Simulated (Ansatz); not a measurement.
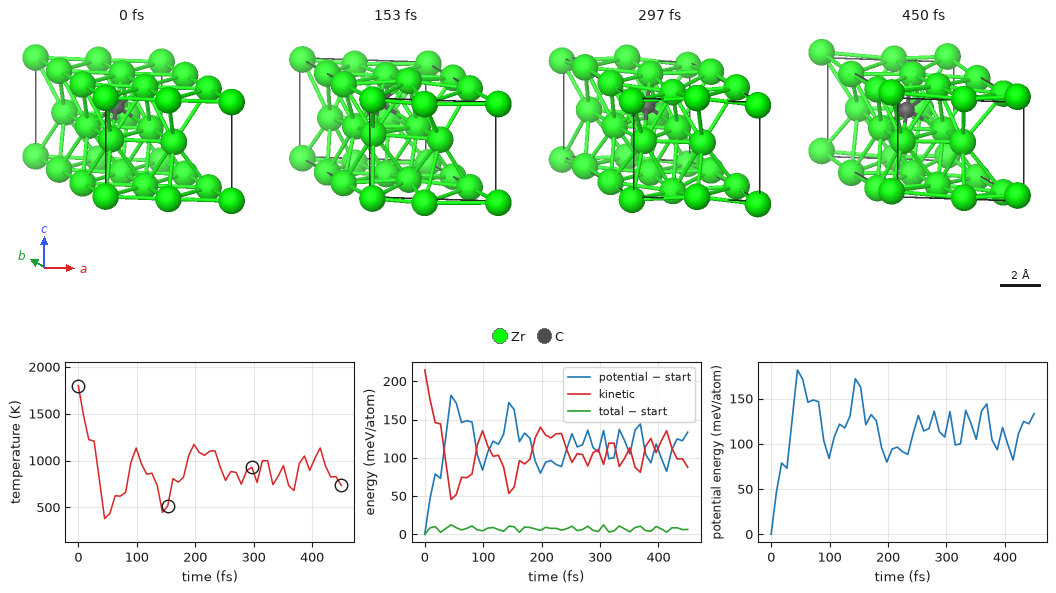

Molecular dynamics of Zr with an interstitial C (13 atoms in the cell), 450 fs long. Frames and the history of the run. A ball-and-stick model of the simulation cell, seen slightly off an axis. Bonds to atoms that aren't drawn are left out.

The calculation used DFT PBE-D3(BJ), scalar-relativistic, plane waves, PAW (Ansatz 0.2.0). Set-up: plane-wave cutoff 420 eV; k-point mesh 3 × 2 × 3; Fermi-Dirac smearing 0.1 eV; low-accuracy preset; constant energy (NVE); velocities drawn for 1800 K; time step 9 fs.

> What do the frames and curves show?

Root-mean-square distances from the starting positions over the second half, with the common drift of all atoms taken out: C 0.24 Å, Zr 0.21 Å. That is small against the typical shortest distance between atoms in the first frame, about 2.3 Å: the atoms vibrate about their sites and the arrangement holds. Over the second half the temperature averages 898 K (spread ±124 K). The first frame carries almost no forces, so kinetic energy first flows into potential energy: the temperature drops from 1800 to 381 K within 45 fs, and without a thermostat its mean stays below the start. The potential energy in the second half lies on average 115 meV per atom above the first frame. The total energy moves between 0 and 12 meV per atom from its start, in jumps that begin near 0 fs. That is too much for reliable dynamics. The time step of 9 fs is long for the fastest vibrations here (lightest element carbon).

Limits of the set-up: the k-point mesh is coarse for a cell with partly filled bands; the program's low-accuracy preset was used; the periodic images lie only 5.1 Å apart, so the values are limited by the cell's size.
